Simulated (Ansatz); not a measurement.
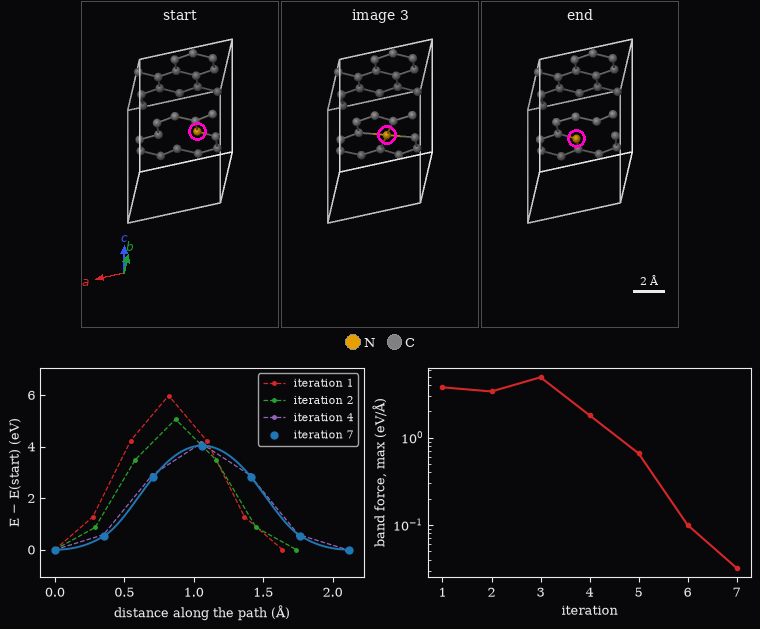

NEB run on a defect cell of composition C₂₆N (27 atoms in the cell). Images are numbered from 0 (start) to 6 (end). The plot follows the band through its iterations. The picture is a ball-and-stick view of the simulation cell (origin moved), seen from a free direction. The moving atom is ringed, with any periodic copies. Bonds to atoms that aren't drawn are left out.

Computed with DFT PBE, scalar-relativistic, plane waves, PAW (Ansatz). Run with plane-wave cutoff 420 eV; k-point mesh 4 × 4 × 3; Gaussian smearing 0.1 eV; 5 movable images; climbing image.

**How did the profile develop, and is the result final?**

The run is converged, with reservations. The band converged in 7 iterations. The largest component of the band force went from 3.8 to 0.032 eV/Å. The climbing image converged on the top of the path. Its curvatures weren't checked. The first iteration put the highest image at 5.98 eV. The two ends have nearly the same energy, and the highest point, image 3, lies 4.04 eV above the start.

Limits of the set-up: the cell has an odd number of electrons but was run without spin polarisation; the periodic images lie only 6.5 Å apart, so the values are limited by the cell's size.
